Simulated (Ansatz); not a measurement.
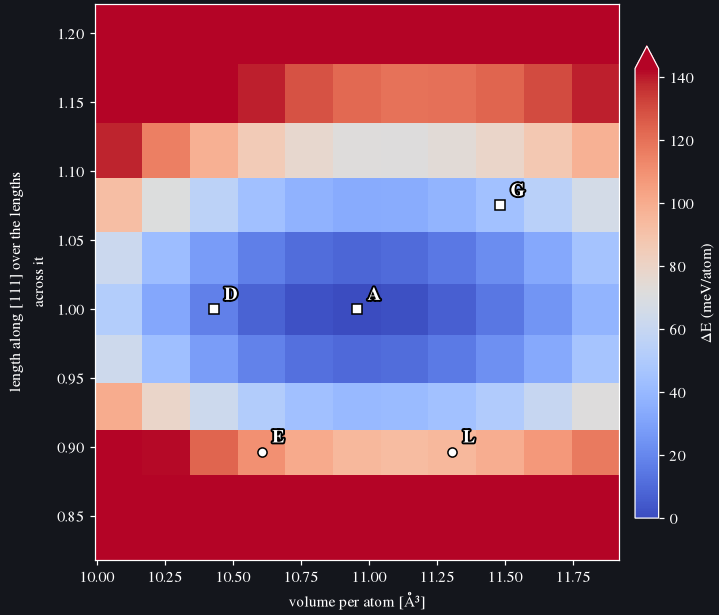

AlNi3 (Fm-3m, No. 225; 4 atoms in the cell). The energy is mapped over volume and the cell's shape. Coordinates scanned: (1) volume per atom; (2) length along [111] over the lengths across it, relative to the cubic cell. Nothing is relaxed (fractional coordinates fixed). The grid has 11 × 11 points. Points are written as (first, second). All energies are given in meV/atom relative to the lowest grid point. The runs have no spin polarisation; a magnetic state may lie lower. Theory: DFT PBEsol, scalar-relativistic, plane waves, PAW (Ansatz). Settings: cutoff 520 eV, k-mesh 14×14×14, gaussian smearing 0.15 eV, no spin polarisation.

In the figure: one coloured cell a grid point, one colour for all values above the top of the scale, lettered points.

> Which space group has the cell at each letter?

A: Fm-3m; D: Fm-3m; E: R-3m; G: R-3m; L: R-3m.

> What kind of point is each of A, E, G, L: minimum, saddle, maximum or slope?

A: minimum; E: on a slope; G: on a slope; L: on a slope. (In these two coordinates alone; a stationary point may lie a little off the grid point.)

> Rank the lettered points by energy, lowest first.

A (0 meV/atom), D (18 meV/atom), G (45 meV/atom), L (95 meV/atom), E (110 meV/atom).

PAW datasets: the set soft_1.
